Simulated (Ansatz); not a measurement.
# Geometry relaxation of Ge₂Sb₂Te₅ (part 2 of 2)

Continued. System: Ge₂Sb₂Te₅ (P-3m1, 9 atoms in the cell). Method: DFT PBEsol, scalar-relativistic, plane waves, PAW, no spin polarisation (Ansatz 0.2.0); cutoff 420 eV, 12×12×2 k-mesh, Gaussian smearing of 0.1 eV. The structure derives from a Materials Project entry.

Geometry of the input (Å; fractional positions):
```
4.2025  0.0000  0.0000
-2.1012  3.6394  0.0000
0.0000  0.0000  17.1000
Ge 0.0000  0.0000  0.3381
Ge 0.0000  0.0000  0.6619
Sb 0.3333  0.6667  0.1167
Sb 0.6667  0.3333  0.8833
Te 0.0000  0.0000  0.0000
Te 0.3333  0.6667  0.7811
Te 0.6667  0.3333  0.2189
Te 0.3333  0.6667  0.4207
Te 0.6667  0.3333  0.5793
```

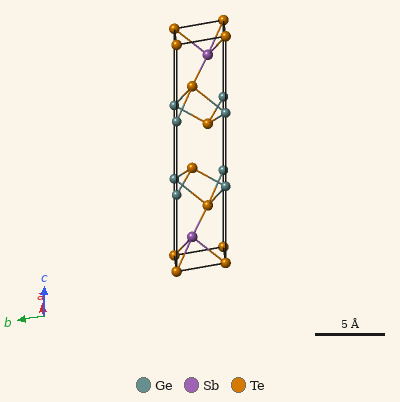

Fig. 1: The geometry at step 2 of the log (ball-and-stick view of the cell of the calculation, seen at an oblique angle).

**Log, continued**
```
relax step   3: F+E_penalty+E_count = -55831.54070727 eV  Δ(F+E_penalty+E_count) = -2.411e-5 eV  max|allowed force component| = 7.391e-4 eV/Å  Δτ_max = 0.0007 Å  P = -0.000 GPa  Ω = 261.540 Å³  energy of the carried Pulay correction = -5.834e-7 eV  (9 SCF iters, accepted)
Initial wavefunctions: pseudopotential atomic-orbital guess (no wavefunctions were taken with the density)
iter 1 solved again at ethr=9.31e-7 eV; its pass at ethr=3.10e-3 eV (dr2=1.29e-3 eV) is discarded
SCF iter   1: F=—  HF=-55831.540841 eV  |F-HF|=—  |Δ(HF+E_count)|=         —  Δρ=6.74e-6  dr2=5.32e-8  ethr=9.31e-7  ⟨swp⟩=3.0  Hψ=19568  notcnv=0
eigensolver tolerance schedule: the retry pair's looser diagonalisation over-reported the residual by 24139.98 of it (diagonalisation noise at an unbounded share of the residual, at the tolerance the schedule requests for it); recorded, not acted on — ethr = c·dr2/N_el stays at c = 1.0e-1
SCF iter   2: F=—  HF=-55831.540711 eV  |F-HF|=—  |Δ(HF+E_count)|=   1.30e-4  Δρ=5.23e-6  dr2=3.53e-8  ethr=3.86e-11  ⟨swp⟩=3.7  Hψ=7641  notcnv=0
SCF iter   3: F=—  HF=-55831.540711 eV  |F-HF|=—  |Δ(HF+E_count)|=   4.95e-8  Δρ=2.84e-6  dr2=9.68e-9  ethr=2.56e-11  ⟨swp⟩=2.0  Hψ=4225  notcnv=0
SCF iter   4: F=—  HF=-55831.540711 eV  |F-HF|=—  |Δ(HF+E_count)|=   1.17e-8  Δρ=1.47e-6  dr2=2.52e-9  ethr=7.02e-12  ⟨swp⟩=2.0  Hψ=4103  notcnv=0
SCF iter   5: F=—  HF=-55831.540711 eV  |F-HF|=—  |Δ(HF+E_count)|=   1.98e-9  Δρ=9.63e-7  dr2=1.07e-9  ethr=1.83e-12  ⟨swp⟩=2.0  Hψ=3632  notcnv=0
SCF iter   6: F=—  HF=-55831.540711 eV  |F-HF|=—  |Δ(HF+E_count)|=  4.51e-10  Δρ=7.13e-7  dr2=5.98e-10  ethr=1.00e-12  ⟨swp⟩=2.0  Hψ=3534  notcnv=0
SCF iter   7: F=—  HF=-55831.540711 eV  |F-HF|=—  |Δ(HF+E_count)|=  4.51e-10  Δρ=4.25e-7  dr2=2.18e-10  ethr=1.00e-12  ⟨swp⟩=2.0  Hψ=3534  notcnv=0
SCF iter   8: F=—  HF=-55831.540711 eV  |F-HF|=—  |Δ(HF+E_count)|=  9.46e-11  Δρ=3.35e-7  dr2=1.33e-10  ethr=1.00e-12  ⟨swp⟩=6.8  Hψ=12427  notcnv=0
SCF iter   9: F=-55831.540711 eV  HF=-55831.540711 eV  |F-HF|=5.82e-11  |Δ(HF+E_count)|=  1.38e-10  Δρ=1.44e-7  dr2=2.57e-11  ethr=1.00e-12  ⟨swp⟩=6.0  Hψ=12890  notcnv=0
SCF 4 converged in 9 iterations: F = -55831.540711 eV  dr2 = 2.57e-11
relax step   4: F+E_penalty+E_count = -55831.54071086 eV  Δ(F+E_penalty+E_count) = -3.587e-6 eV  max|allowed force component| = 7.409e-4 eV/Å  Δτ_max = 0.0000 Å  P = -0.000 GPa  Ω = 261.540 Å³  stress off target by 1.02e-2 GPa  SCF on the basis re-selected at this cell (its energy is not comparable with the rows above)  (9 SCF iters)
basis re-selected at this cell: Δ(F+E_penalty+E_count) = -3.587e-6 eV, ΔP = -0.000 GPa vs the last step (what re-selecting the basis moved, of the pressure what is left beyond the Pulay correction that the steps carried, after the strain that the cell walked since its last selection, with what the two solves' SCF thresholds leave and, on support functions, any second-order correction that the steps lacked; it is no measure of the basis error at this ecutwfc). This SCF's stress stands 1.02e-2 GPa from its target on what of the cell is left free (relax.cell.stress_tol is 5.00e-2 GPa) and its largest allowed force component is 7.41e-4 eV/Å (relax.f_tol is 5.00e-3 eV/Å): within both
SCF converged after 9 iterations
Free energy (F): -55831.540711 eV
Harris-Foulkes:  -55831.540711 eV  (|F-HF|=5.82e-11)
Internal energy: -55831.534265 eV  (E = F + TS)
E sigma→0 (E₀):  -55831.537488 eV
Entropy (-TS):   -0.006445 eV (-0.716 meV/atom)
Fermi energy:    9.843603 eV
--- Per-component energies (eV) ---
  E_band       = -1875.042727
  E_kinetic    = 1538.682507
  E_local      = -13921.639811  (includes V_loc(G=0)·N_el)
  E_nonlocal   = 19.608554
  E_hartree    = 7413.742087
  E_xc         = -1042.531923
  E_vxc        = -844.045895  (∫ρ·V_xc dr)
  E_paw        = -35869.783309  (= ΣΔE_a)
  E_vpaw       = -3495.131545  (= ΣTr[D̂ρ^β])
  E_aug_tail   = -0.000371  (compensation charges beyond the density's cutoff)
  E_ewald      = -13973.985662
  E_core_change = 4.373662  (= ΣΔE_core)
  E_smearing   = -0.006445  (= −TS)
  E_closure    = 0.000000  (closes the sum)
  Σ components = -55831.540711   (vs F -55831.540711, Δ=0.00e0)
--- Forces (eV/Å), atoms counted from 1 ---
  atom   1  Ge    -0.00000000     0.00000000     0.00074088
  atom   2  Ge     0.00000000    -0.00000000    -0.00074088
  atom   3  Sb    -0.00000000     0.00000000    -0.00035610
  atom   4  Sb     0.00000000    -0.00000000     0.00035610
  atom   5  Te     0.00000000    -0.00000000     0.00000000
  atom   6  Te    -0.00000000     0.00000000     0.00024853
  atom   7  Te     0.00000000    -0.00000000    -0.00024853
  atom   8  Te    -0.00000000    -0.00000000    -0.00073021
  atom   9  Te     0.00000000     0.00000000     0.00073021
  max |Σ_I F_I| component: 9.25e-18 eV/Å
--- Stress (GPa, compression-positive) ---
       -0.005234       0.000000       0.000000
        0.000000      -0.005234      -0.000000
        0.000000      -0.000000       0.010175
  P = ⅓ Tr σ = -0.0001 GPa (-0.001 kbar)
--- Band table (eV; the first three rows and the last of 38) ---
  k-point 0: bands = ["-27.5767", "-27.5767", "-27.5767", "-27.5767", "-27.5753", "-27.5753", "-27.5724", "-27.5724", "-27.5724", "-27.5724", "-27.3734", "-27.3630", "-27.3630", "-27.3261", "-27.3261", "-27.1648", "-27.1648", "-27.1639", "-27.1639", "-27.1461", "-27.1461", "-27.1412", "-27.1412", "-27.1376", "-27.1364", "-19.9434", "-19.9434", "-19.9425", "-19.9425", "-19.9407", "-19.9403", "-19.9382", "-19.9382", "-19.9379", "-19.9379", "-15.0344", "-15.0344", "-15.0344", "-15.0344", "-15.0222", "-15.0222", "-15.0222", "-15.0222", "-15.0186", "-15.0186", "-3.9340", "-3.5481", "-3.1139", "-2.3291", "-2.2428", "0.3902", "1.4843", "3.2769", "3.5316", "6.9636", "7.4979", "7.4979", "7.6227", "7.6381", "7.6381", "8.0389", "8.0389", "8.1377", "8.1377", "8.3783", "8.3783", "8.5265", "8.8213", "9.7398", "9.8500", "9.8500", "10.3753", "10.8092", "10.8092", "10.9234", "11.5754", "11.5754", "11.7136", "12.0549", "12.2672", "12.2672", "13.6732", "14.8515"]
  k-point 1: bands = ["-27.5767", "-27.5767", "-27.5767", "-27.5767", "-27.5753", "-27.5753", "-27.5724", "-27.5724", "-27.5724", "-27.5724", "-27.3734", "-27.3630", "-27.3630", "-27.3261", "-27.3261", "-27.1648", "-27.1648", "-27.1639", "-27.1639", "-27.1461", "-27.1461", "-27.1412", "-27.1412", "-27.1377", "-27.1364", "-19.9434", "-19.9434", "-19.9425", "-19.9425", "-19.9407", "-19.9403", "-19.9382", "-19.9382", "-19.9379", "-19.9379", "-15.0344", "-15.0344", "-15.0344", "-15.0344", "-15.0222", "-15.0222", "-15.0222", "-15.0222", "-15.0186", "-15.0186", "-3.9199", "-3.6123", "-2.8648", "-2.7544", "-1.9880", "0.2574", "1.7852", "2.7218", "3.9450", "6.7315", "7.4982", "7.4982", "7.6379", "7.6379", "8.0055", "8.0055", "8.0716", "8.1743", "8.2342", "8.2342", "8.3066", "8.3066", "8.9097", "9.7233", "9.9041", "9.9041", "10.3977", "10.6681", "10.6681", "10.9179", "11.6605", "11.8883", "11.8883", "12.0359", "12.0359", "12.1105", "13.6999", "14.7148"]
  k-point 2: bands = ["-27.5768", "-27.5767", "-27.5767", "-27.5767", "-27.5752", "-27.5752", "-27.5724", "-27.5724", "-27.5722", "-27.5722", "-27.3733", "-27.3631", "-27.3630", "-27.3261", "-27.3260", "-27.1648", "-27.1647", "-27.1638", "-27.1637", "-27.1462", "-27.1461", "-27.1413", "-27.1411", "-27.1375", "-27.1363", "-19.9436", "-19.9431", "-19.9428", "-19.9423", "-19.9405", "-19.9401", "-19.9384", "-19.9382", "-19.9380", "-19.9378", "-15.0346", "-15.0346", "-15.0342", "-15.0342", "-15.0224", "-15.0224", "-15.0222", "-15.0222", "-15.0185", "-15.0184", "-3.8677", "-3.4851", "-3.0531", "-2.2741", "-2.1992", "0.4095", "1.4856", "3.1582", "3.4287", "6.5917", "6.9704", "7.0606", "7.2442", "7.3342", "7.4593", "7.6108", "7.9320", "7.9814", "8.1312", "8.3674", "8.3991", "8.8578", "9.2370", "9.7286", "10.0228", "10.1386", "10.2683", "10.6673", "10.8018", "11.4083", "11.7343", "11.9257", "11.9449", "12.2303", "12.2634", "12.4802", "13.7279", "14.3148"]
  k-point 37: bands = ["-27.5770", "-27.5770", "-27.5769", "-27.5769", "-27.5740", "-27.5740", "-27.5713", "-27.5713", "-27.5713", "-27.5713", "-27.3722", "-27.3635", "-27.3635", "-27.3248", "-27.3248", "-27.1643", "-27.1628", "-27.1628", "-27.1619", "-27.1481", "-27.1447", "-27.1447", "-27.1405", "-27.1353", "-27.1353", "-19.9444", "-19.9444", "-19.9437", "-19.9424", "-19.9375", "-19.9375", "-19.9373", "-19.9371", "-19.9368", "-19.9368", "-15.0361", "-15.0361", "-15.0332", "-15.0332", "-15.0230", "-15.0230", "-15.0228", "-15.0228", "-15.0165", "-15.0164", "-1.7759", "-1.7759", "-1.6014", "-1.2894", "-1.2894", "-0.1733", "-0.1733", "1.0820", "1.1745", "4.1919", "4.3798", "4.3798", "5.0756", "5.1267", "5.1267", "5.7735", "5.7735", "6.1491", "7.4523", "7.4523", "8.0357", "8.0698", "8.0698", "8.2648", "10.9487", "10.9487", "11.1516", "11.9159", "11.9687", "11.9687", "14.0459", "14.0459", "14.1762", "14.2558", "14.4359", "14.4359", "15.2338", "15.2338"]
--- Relaxed structure (3 steps of the walk, 2 accepted, 1 SCFs on fresh bases) ---
  F+E_penalty+E_count = -55831.54071086 eV   max|allowed force component| = 7.409e-4 eV/Å   (the final SCF, on the basis selected at the relaxed cell)
  cell:  # Å, volume = 261.5402 Å³
    - [4.201734638123548, -2.886259079359869e-11, 4.307655497096792e-20]
    - [-2.100867319036778, 3.638808936590439, 1.3120397746138044e-33]
    - [1.7528014041026968e-19, 1.0119803624786099e-19, 17.106081724752038]
  atoms:
    - { symbol: Ge, position: [3.895943803208412e-21, 1.947971901604126e-21, 0.3381075963582979] }
    - { symbol: Ge, position: [-3.895943803208487e-21, -1.947971901604123e-21, 0.6618924036417024] }
    - { symbol: Sb, position: [0.33333333333333337, 0.6666666666666667, 0.11669407531866884] }
    - { symbol: Sb, position: [0.6666666666666666, 0.33333333333333337, 0.8833059246813314] }
    - { symbol: Te, position: [1.7018244871718475e-35, -6.063559990060356e-36, 3.5224301656286023e-22] }
    - { symbol: Te, position: [0.33333333333333337, 0.6666666666666667, 0.7810582648952586] }
    - { symbol: Te, position: [0.6666666666666666, 0.33333333333333337, 0.21894173510474169] }
    - { symbol: Te, position: [0.33333333333333337, 0.6666666666666667, 0.42068217372428185] }
    - { symbol: Te, position: [0.6666666666666666, 0.33333333333333337, 0.5793178262757185] }
```

**Trajectory as extended XYZ (Å, eV, eV/Å), 4 frames, from step=1 to step=4**
```
9
Lattice="4.2025 0.0000 0.0000 -2.1012 3.6394 0.0000 0.0000 0.0000 17.1000" Properties=species:S:1:pos:R:3:forces:R:3 step=1 energy=-55831.54068 pressure_GPa=0.00
Ge    0.0000    0.0000    5.7814    0.0000   0.0000   0.0040
Ge    0.0000    0.0000   11.3186    0.0000   0.0000  -0.0040
Sb    0.0000    2.4263    1.9962    0.0000   0.0000  -0.0084
Sb    2.1012    1.2131   15.1038    0.0000   0.0000   0.0084
Te    0.0000    0.0000    0.0000    0.0000   0.0000   0.0000
Te    0.0000    2.4263   13.3563    0.0000   0.0000  -0.0057
Te    2.1012    1.2131    3.7436    0.0000   0.0000   0.0057
Te    0.0000    2.4263    7.1941    0.0000   0.0000  -0.0034
Te    2.1012    1.2131    9.9059    0.0000   0.0000   0.0034
9
Lattice="4.2012 0.0000 0.0000 -2.1006 3.6383 0.0000 0.0000 0.0000 17.1125" Properties=species:S:1:pos:R:3:forces:R:3 step=2 energy=-55831.54067 pressure_GPa=-0.01 accepted=F
Ge    0.0000    0.0000    5.7865    0.0000   0.0000  -0.0037
Ge    0.0000    0.0000   11.3260    0.0000   0.0000   0.0037
Sb    0.0000    2.4255    1.9958    0.0000   0.0000   0.0147
Sb    2.1006    1.2128   15.1167    0.0000   0.0000  -0.0147
Te    0.0000    0.0000    0.0000    0.0000   0.0000   0.0000
Te    0.0000    2.4255   13.3650    0.0000   0.0000   0.0122
Te    2.1006    1.2128    3.7475    0.0000   0.0000  -0.0122
Te    0.0000    2.4255    7.1987    0.0000   0.0000   0.0027
Te    2.1006    1.2128    9.9138    0.0000   0.0000  -0.0027
9
Lattice="4.2017 0.0000 0.0000 -2.1009 3.6388 0.0000 0.0000 0.0000 17.1061" Properties=species:S:1:pos:R:3:forces:R:3 step=3 energy=-55831.54071 pressure_GPa=-0.00
Ge    0.0000    0.0000    5.7837    0.0000   0.0000   0.0007
Ge    0.0000    0.0000   11.3224    0.0000   0.0000  -0.0007
Sb    0.0000    2.4259    1.9962    0.0000   0.0000  -0.0004
Sb    2.1009    1.2129   15.1099    0.0000   0.0000   0.0004
Te    0.0000    0.0000    0.0000    0.0000   0.0000   0.0000
Te    0.0000    2.4259   13.3608    0.0000   0.0000   0.0002
Te    2.1009    1.2129    3.7452    0.0000   0.0000  -0.0002
Te    0.0000    2.4259    7.1962    0.0000   0.0000  -0.0007
Te    2.1009    1.2129    9.9099    0.0000   0.0000   0.0007
9
Lattice="4.2017 0.0000 0.0000 -2.1009 3.6388 0.0000 0.0000 0.0000 17.1061" Properties=species:S:1:pos:R:3:forces:R:3 step=4 energy=-55831.54071 pressure_GPa=-0.00
Ge    0.0000    0.0000    5.7837    0.0000   0.0000   0.0007
Ge    0.0000    0.0000   11.3224    0.0000   0.0000  -0.0007
Sb    0.0000    2.4259    1.9962    0.0000   0.0000  -0.0004
Sb    2.1009    1.2129   15.1099    0.0000   0.0000   0.0004
Te    0.0000    0.0000    0.0000    0.0000   0.0000   0.0000
Te    0.0000    2.4259   13.3608    0.0000   0.0000   0.0002
Te    2.1009    1.2129    3.7452    0.0000   0.0000  -0.0002
Te    0.0000    2.4259    7.1962    0.0000   0.0000  -0.0007
Te    2.1009    1.2129    9.9099    0.0000   0.0000   0.0007
```

**Results in brief**

```tsv
quantity	value
outcome	converged
space group (tolerance 0.01 Å)	P-3m1 (164)
electrons treated	138
free energy	−55831.5407 eV
Fermi energy	9.844 eV
gap on the k-point mesh	none (metallic)
pressure	0.00 GPa
final volume	261.54 Å³
largest force (length of the vector) at the end	0.001 eV/Å
final cell	a = 4.202 Å, b = 4.202 Å, c = 17.106 Å, α = 90.00°, β = 90.00°, γ = 120.00°
hardware	2 threads of Intel Xeon @ 2.90GHz (Ice Lake), 192 GiB of memory available, shared host
wall time	1.8 min (CPU time 3.6 min)
peak memory	1.1 GiB
```
